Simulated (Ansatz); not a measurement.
# Energy of Cd₃Se along an even scaling of the cell

System: Cd₃Se (4 atoms in the cell).
Method: Kohn-Sham DFT of a periodic cell, LDA, all-electron LAPW, scalar-relativistic, no spin polarisation (Ansatz 0.2.0).

The 7 runs differ only in the geometry, by an even scaling of the cell at fixed fractional positions. The structure derives from a Materials Project entry.

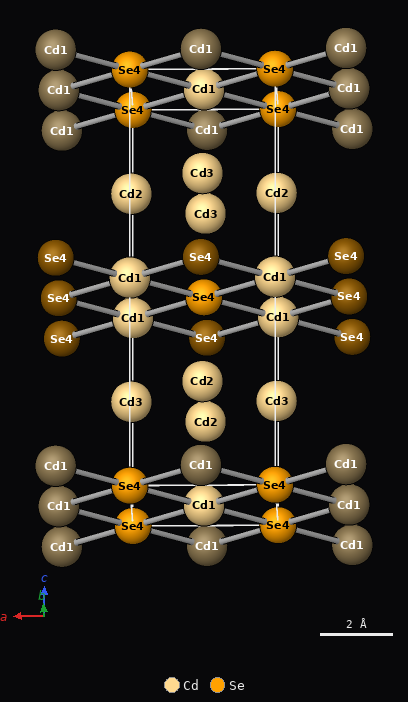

Figure 1. The structure of run 4 (ball-and-stick view of the cell 2 times as large as that of the calculation, set on its symmetry axes, seen at an oblique angle; neighbours outside the cell are drawn fainter; atoms are numbered from 1 in the order of the input).

**Input of run 4**
```yaml
crystal:
  lattice:
    - [-2.040953, 2.040953, 6.08708]
    - [2.040953, -2.040953, 6.08708]
    - [2.040953, 2.040953, -6.08708]
  atoms:
    - { symbol: Cd, position: [0.5, 0.5, 0.0] }
    - { symbol: Cd, position: [0.25, 0.75, 0.5] }
    - { symbol: Cd, position: [0.75, 0.25, 0.5] }
    - { symbol: Se, position: [0.0, 0.0, 0.0] }
kpoints:
  mp_grid: { grid: [9, 9, 9] }
scf:
  occupations: { method: fermi_dirac, width: 0.05 }
hamiltonian:
  xc: lda
  pseudopotentials: { kind: all_electron, lapw: { basis_error: 0.002 } }
output:
  forces: true
  stress: true
  eigenvalues: true
```

Command:
```bash
ansatz run input.yaml --threads 2 --pin off --max-ram 8192MiB --backend cpu --events-out ev --progress --plain --runs-dir out
```

Run 5 differs from it as follows:
```diff
-    - [-2.040953, 2.040953, 6.08708]
-    - [2.040953, -2.040953, 6.08708]
-    - [2.040953, 2.040953, -6.08708]
+    - [-2.0544696389, 2.0544696389, 6.1273929629]
+    - [2.0544696389, -2.0544696389, 6.1273929629]
+    - [2.0544696389, 2.0544696389, -6.1273929629]
```

**Results, with one run withheld**

| run | volume per atom (Å³) | free energy per atom, from the lowest run given (meV) | pressure (GPa) |
| --- | --- | --- | --- |
| 1 | 23.834 | 0.00 | −3.57 |
| 2 | 24.341 | 12.60 | −4.36 |
| 3 | 24.849 | 27.51 | −5.04 |
| 4 | 25.356 | 44.42 | −5.63 |
| 5 | 25.863 | ? | ? |
| 6 | 26.370 | 83.16 | −6.56 |
| 7 | 26.877 | 104.53 | −6.92 |

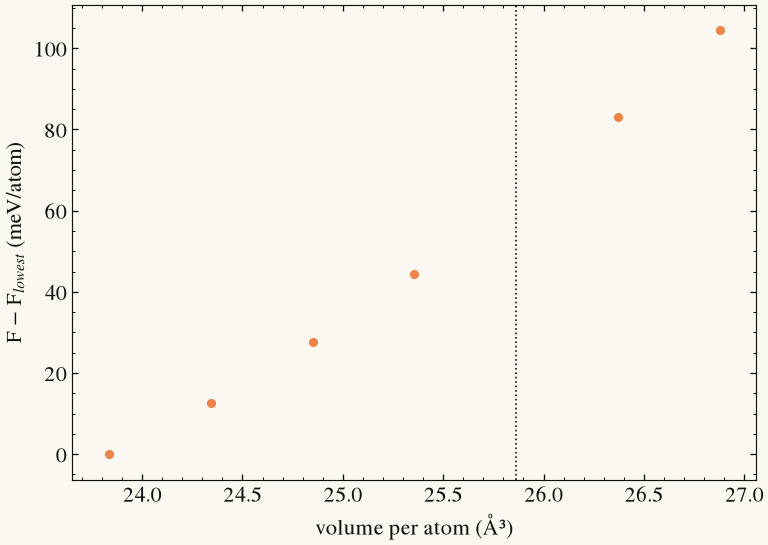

Figure 2. Free energy per atom of the runs given; the dotted line marks run 5.

Fit the runs given and predict run 5.

A cubic polynomial in V^(−2/3) (the Birch–Murnaghan form), fitted to the 6 runs given, misses them by at most 0.01 meV per atom. With x = V^(−2/3) − 0.11624 Å⁻², it reads F = 40.148 − 11163 x + 4.8808e+05 x² + 2.5998e+06 x³ (meV per atom). At run 5 it gives 63.05 meV per atom, and the run itself gives 63.06. The slope of the fit gives a pressure −dF/dV of −6.13 GPa there, and the run prints −6.13 GPa. The fit has no minimum inside this range.

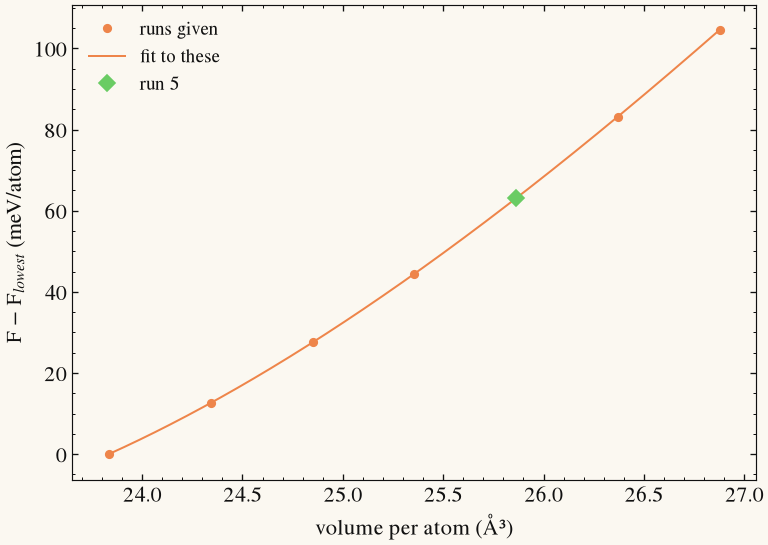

Figure 3. The fit and the withheld run.

**Output, shortened to warnings, some set-up lines, iterations and results (run 5)**
```
Basis set: ecut = 219.94799895505054 eV, 747 PW (Γ), FFT grids on a1+a3, a2+a3, a3, exchange–correlation at level 2
Symmetry: 16 space group operations
k-points: 75 of 729
Initial density: superposition of atomic densities (chi_scale 0.1, normalization cell, long waves kept (reshape's long-wave potential 0.24 eV rms))
[...]
SCF iter   1: F=—  HF=-522337.396160 eV  |F-HF|=—  |Δ(HF+E_count)|=         —  Δρ=2.26e-2  dr2=1.66e0  ethr=1.97e-3  ⟨swp⟩=2.0  Hψ=24237  notcnv=0
SCF iter   2: F=—  HF=-522336.843832 eV  |F-HF|=—  |Δ(HF+E_count)|=   5.52e-1  Δρ=1.17e-2  dr2=4.67e-1  ethr=1.97e-3  ⟨swp⟩=2.1  Hψ=11708  notcnv=0
SCF iter   3: F=—  HF=-522336.774381 eV  |F-HF|=—  |Δ(HF+E_count)|=   6.95e-2  Δρ=8.61e-3  dr2=2.68e-1  ethr=5.56e-4  ⟨swp⟩=2.0  Hψ=11002  notcnv=0
SCF iter   4: F=—  HF=-522336.714950 eV  |F-HF|=—  |Δ(HF+E_count)|=   5.94e-2  Δρ=3.35e-3  dr2=4.21e-2  ethr=3.19e-4  ⟨swp⟩=2.0  Hψ=11561  notcnv=0
SCF iter   5: F=—  HF=-522336.704977 eV  |F-HF|=—  |Δ(HF+E_count)|=         —  Δρ=1.05e-3  dr2=1.81e-3  ethr=2.16e-6  ⟨swp⟩=2.0  Hψ=18914  notcnv=0
SCF iter   6: F=—  HF=-522336.704548 eV  |F-HF|=—  |Δ(HF+E_count)|=   4.28e-4  Δρ=4.91e-4  dr2=7.47e-4  ethr=2.16e-6  ⟨swp⟩=2.0  Hψ=11046  notcnv=0
SCF iter   7: F=—  HF=-522336.704324 eV  |F-HF|=—  |Δ(HF+E_count)|=   2.24e-4  Δρ=3.19e-4  dr2=3.18e-4  ethr=8.89e-7  ⟨swp⟩=2.0  Hψ=11046  notcnv=0
SCF iter   8: F=—  HF=-522336.704262 eV  |F-HF|=—  |Δ(HF+E_count)|=   6.22e-5  Δρ=9.17e-5  dr2=1.40e-5  ethr=3.79e-7  ⟨swp⟩=2.0  Hψ=11046  notcnv=0
SCF iter   9: F=—  HF=-522336.704253 eV  |F-HF|=—  |Δ(HF+E_count)|=   9.65e-6  Δρ=6.33e-5  dr2=6.40e-6  ethr=1.66e-8  ⟨swp⟩=2.2  Hψ=11061  notcnv=0
SCF iter  10: F=—  HF=-522336.704251 eV  |F-HF|=—  |Δ(HF+E_count)|=   1.33e-6  Δρ=3.74e-5  dr2=1.87e-6  ethr=7.62e-9  ⟨swp⟩=2.0  Hψ=11046  notcnv=0
SCF iter  11: F=—  HF=-522336.704251 eV  |F-HF|=—  |Δ(HF+E_count)|=   4.46e-8  Δρ=6.83e-6  dr2=1.06e-7  ethr=2.22e-9  ⟨swp⟩=2.0  Hψ=11046  notcnv=0
SCF iter  12: F=-522336.704251 eV  HF=-522336.704251 eV  |F-HF|=9.08e-9  |Δ(HF+E_count)|=   7.10e-9  Δρ=2.38e-6  dr2=1.48e-8  ethr=1.26e-10  ⟨swp⟩=2.0  Hψ=11046  notcnv=0
SCF 1 converged in 12 iterations: F = -522336.704251 eV  dr2 = 1.48e-8
SCF converged after 12 iterations
Free energy (F): -522336.704251 eV
Harris-Foulkes:  -522336.704251 eV  (|F-HF|=9.08e-9)
Internal energy: -522336.695551 eV  (E = F + TS)
E sigma→0 (E₀):  -522336.699901 eV
Entropy (-TS):   -0.008700 eV (-2.175 meV/atom)
Fermi energy:    10.767967 eV
--- Per-component energies (eV) ---
  E_band       = -2916.559222
  E_kinetic    = 545440.266012
  E_xc         = -14518.573447
  E_electrostatic = -1053258.388117  (all electrons and nuclei)
  E_smearing   = -0.008700  (= −TS)
  E_closure    = 0.000000  (closes the sum)
  E_atoms      = -522328.298213  (free atoms, spherical and without spin; not in F)
  Σ components = -522336.704251   (vs F -522336.704251, Δ=0.00e0)
  Basis errors (estimates in eV, not in F): energy 5.7e-4 per atom: plane waves 5.2e-4 (2.9e-4 summed), levels above the bands 4.3e-71, relativity 2.7e-9, radial functions 5.0e-5, core shells 1.4e-7; eigenvalues (radial functions only) 5.3e-6; not estimated: angular momenta, meshes, grids; target …
--- Forces (eV/Å), atoms counted from 1 ---
  atom   1  Cd     0.00000000     0.00000000    -0.00000000
  atom   2  Cd    -0.00000000    -0.00000000     0.00000000
  atom   3  Cd     0.00000000     0.00000000     0.00000000
  atom   4  Se    -0.00000000     0.00000000    -0.00000000
  max |Σ_I F_I| component: 4.34e-19 eV/Å
--- Stress (GPa, compression-positive) ---
       -7.532666       0.000000       0.000000
        0.000000      -7.532666       0.000000
        0.000000       0.000000      -3.320329
  P = ⅓ Tr σ = -6.1286 GPa (-61.286 kbar)
```
